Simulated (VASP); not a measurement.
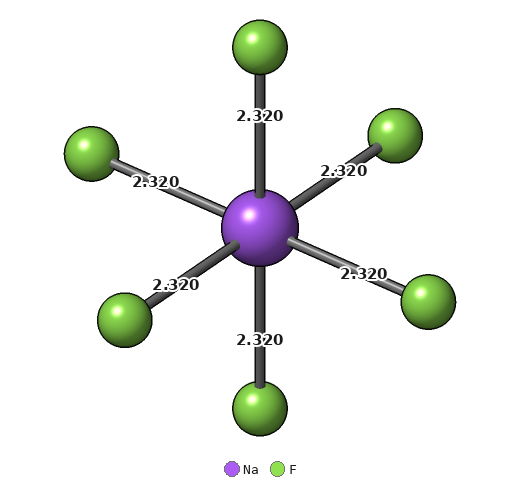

The surroundings of site Na1 (at 0.000, 0.000, 0.000) in NaF (Fm-3m, No. 225), with bond lengths in Å.

Source of the atomic positions: an entry of the Crystallography Open Database, as set up for an electronic-structure calculation.

```
Na F
1.0
     4.64000    0.00000    0.00000
     0.00000    4.64000    0.00000
     0.00000    0.00000    4.64000
Na F
4 4
Direct
  0.00000 0.00000 0.00000
  0.00000 0.50000 0.50000
  0.50000 0.00000 0.50000
  0.50000 0.50000 0.00000
  0.50000 0.00000 0.00000
  0.50000 0.50000 0.50000
  0.00000 0.00000 0.50000
  0.00000 0.50000 0.00000
```

Bond valence s = exp((R0 − d)/b), R0 fitted to published crystal structures with b = 0.37 Å; R0 in Å: Na+–F 1.649.

Question: Calculate the bond-valence sum of Na1 from the bonds drawn.

Answer: 6 × 0.163 = 0.98 v.u., against a formal valence of 1: a close match.

Question: And over the whole structure?

Answer:
```json
{"site": "Na1", "x, y, z": "0.000, 0.000, 0.000", "formal valence": "+1", "bond-valence sum": "0.99", "difference": "-0.01"}
{"site": "F1", "x, y, z": "0.500, 0.000, 0.000", "formal valence": "−1", "bond-valence sum": "0.99", "difference": "-0.01"}
```

These sums include all anions within 5 Å. The global instability index (root mean square of the differences over all atoms) is 0.01 v.u.: little strain. The cell was not relaxed for this table, and a volume that is off by a few per cent shifts all sums together.
